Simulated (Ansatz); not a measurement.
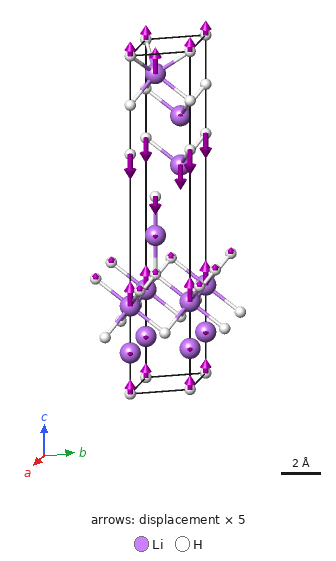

This is a relaxation of crystalline LiH (a generated structure, set up in P3m1) (coarse preliminary run). The starting structure is drawn; purple arrows show the displacements (the part carried along by the change of the cell is left out), 5 times their true length.

The picture is a ball-and-stick view of the cell of the calculation, seen slightly off an axis.

All numbers below come from DFT PBE, scalar-relativistic, plane waves, PAW in Ansatz.

Input file:
```yaml
crystal:
  lattice:
    - [3.24106361, 0.0, 0.0]
    - [-1.62053181, 2.80684342, 0.0]
    - [0.0, 0.0, 18.37664274]
  atoms:
    - { symbol: Li, position: [0.0, 0.0, 0.12140411] }
    - { symbol: Li, position: [0.0, 0.0, 0.26028694] }
    - { symbol: Li, position: [0.66666667, 0.33333333, 0.4482075] }
    - { symbol: Li, position: [0.33333333, 0.66666667, 0.63612805] }
    - { symbol: Li, position: [0.33333333, 0.66666667, 0.78167683] }
    - { symbol: Li, position: [0.66666667, 0.33333333, 0.92722561] }
    - { symbol: H, position: [0.0, 0.0, 0.0] }
    - { symbol: H, position: [0.33333333, 0.66666667, 0.18751255] }
    - { symbol: H, position: [0.66666667, 0.33333333, 0.33306133] }
    - { symbol: H, position: [0.66666667, 0.33333333, 0.56335366] }
    - { symbol: H, position: [0.0, 0.0, 0.70890244] }
    - { symbol: H, position: [0.0, 0.0, 0.85445122] }
basis:
  ecutwfc: 420
kpoints:
  mp_grid: { grid: [6, 6, 1] }
hamiltonian:
  xc: pbe
scf:
  occupations: { method: gaussian, width: 0.1 }
  lower_state_search: "off"
output:
  forces: true
  stress: true
  eigenvalues: true
relax:
  adjacent_minimum: "off"
  f_tol: 0.04
  max_steps: 70
  cell: { stress_tol: 0.4 }
```

Run as
```bash
ansatz run input.yaml --threads 1 --pin off --max-ram 2560MiB --backend cpu --events-out ev --progress --plain --runs-dir out
```

What happened in the run?

Over 6 accepted moves (7 points after the start) the energy falls by 175 meV per atom. The largest force component goes from 0.92 to 0.036 eV/Å. The pressure goes from −6.06 to −0.07 GPa. The SCF was repeated once at an unchanged geometry on a basis and grid sized afresh for the cell, which shifted the energy by 0.8 meV per atom at most. The atom that moves furthest relative to the cell is Li6 (0.29 Å along +c). Largest moves by element: Li 0.29 Å, H 0.28 Å. The drawn cell changes as follows: a = b 3.241 → 2.895 Å (−10.7 %), c 18.377 → 15.511 Å (−15.6 %); the volume changes by −32.6 %. Among the contacts that change: Li1–H7 2.231 → 1.685 Å, Li3–H10 2.116 → 1.620 Å, Li3–H9 2.116 → 1.683 Å, Li2–H9 2.300 → 1.909 Å. New bonds form, among them: Li1–H7 (2.23 → 1.69 Å). The space group stays P3m1 (No. 156).
